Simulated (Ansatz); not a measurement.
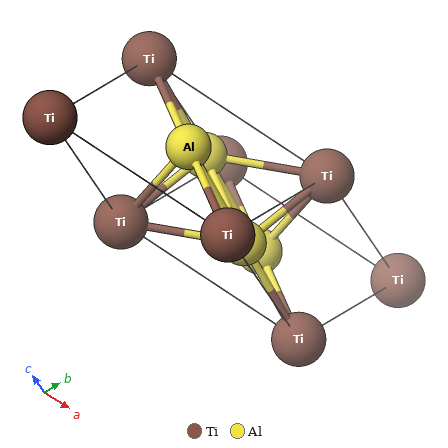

System: a slab cut from TiAl₃ (slab content Ti₅Al₁₅), space group I4/mmm (No. 139). The picture shows the bulk cell.

The given structure:
```
CELL_PARAMETERS angstrom
-1.91200 1.91200 4.28190
1.91200 -1.91200 4.28190
1.91200 1.91200 -4.28190
ATOMIC_POSITIONS crystal
Ti 0.00000 0.00000 0.00000
Al 0.50000 0.50000 0.00000
Al 0.75000 0.25000 0.50000
Al 0.25000 0.75000 0.50000
```

Calculation (Ansatz 0.2.0): spacing and rumpling of the atomic planes of a slab cut from the relaxed bulk cell along the Miller plane (conventional indices), bottom to top, after all atoms relax, plane waves with PAW datasets, Γ-centred k mesh. Level: r2SCAN, no spin polarisation.

```
                               setting             value
space group in which the indices count               139
                        Miller index h                 1
                        Miller index k                 1
                        Miller index l                 0
                             top plane              TiAl
                          bottom plane                Al
                                planes                10
                          surface cell            (1, 1)
                 slab thickness as cut           12.17 Å
                                vacuum              15 Å
                          surface area          23.16 Å²
                             surface a           5.064 Å
                             surface b           5.064 Å
                         surface angle            64.5 °
                            slab atoms                20
                           wave cutoff            500 eV
                                k mesh             8×8×1
                           occupations          Gaussian
                        smearing width            0.1 eV
                              boundary  dipole corrected
```

What does the calculation give for the spacing change of each pair of planes? The cases: 1–2; 2–3; 3–4; 4–5; 5–6; 6–7; 7–8; 8–9; 9–10.

The least value, −0.190 Å, is that of 1–2, and the largest, 0.115 Å, that of 2–3.

```tsv
pair of planes	spacing change (Å)	spacing to next (Å)	content of the two planes
1–2	-0.190	1.162	Al2 and TiAl
2–3	0.115	1.467	TiAl and Al2
3–4	-0.017	1.335	Al2 and TiAl
4–5	0.008	1.360	TiAl and Al2
5–6	-0.018	1.334	Al2 and TiAl
6–7	0.034	1.386	TiAl and Al2
7–8	-0.055	1.297	Al2 and TiAl
8–9	0.108	1.460	TiAl and Al2
9–10	-0.096	1.256	Al2 and TiAl
```

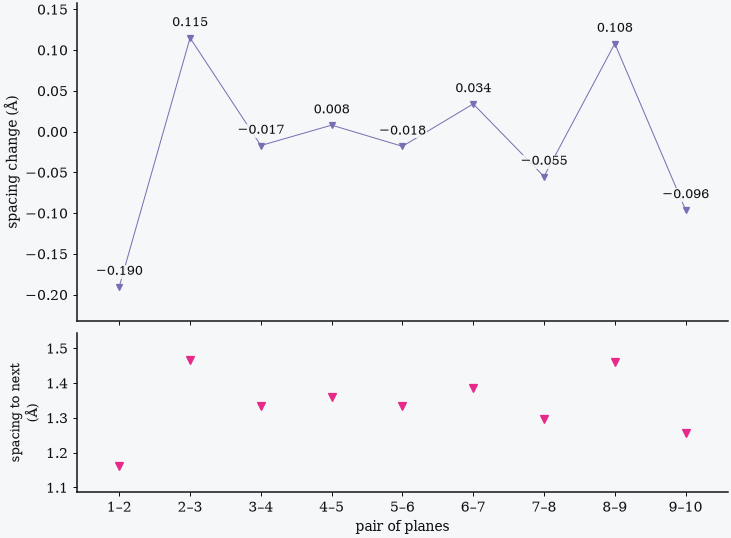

Note: k mesh lowers the symmetry; xc potential rough in thin density.
